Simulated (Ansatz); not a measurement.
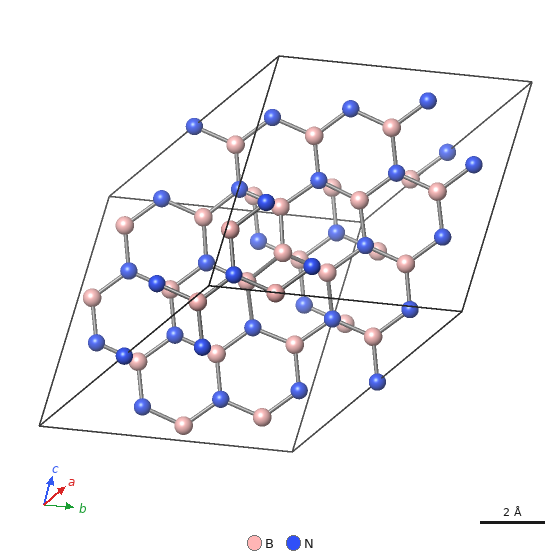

The figure gives a ball-and-stick picture of the atoms, viewed from a general direction. The parallelepiped is the supercell. The host is BN, in a cell of 48 sites, and the cell carries a charge of -2.

Name the defect and give its surroundings.

Answer. Boron on a nitrogen site (an antisite). It is bonded to three B in a trigonal pyramidal arrangement at about 1.6 Å.

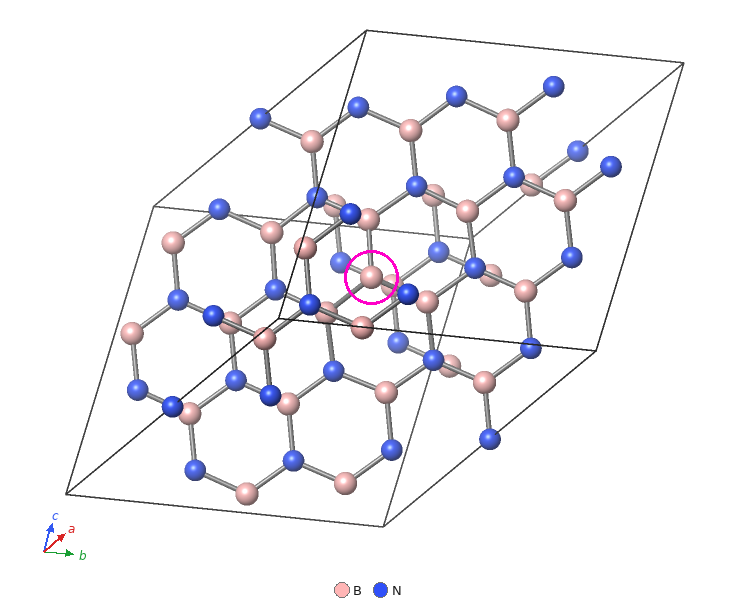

The same cell with a ring at the defect's site.

The atoms were relaxed in the host's cell with DFT PBE+D3(BJ), scalar-relativistic, plane waves, PAW (Ansatz 0.2.0).
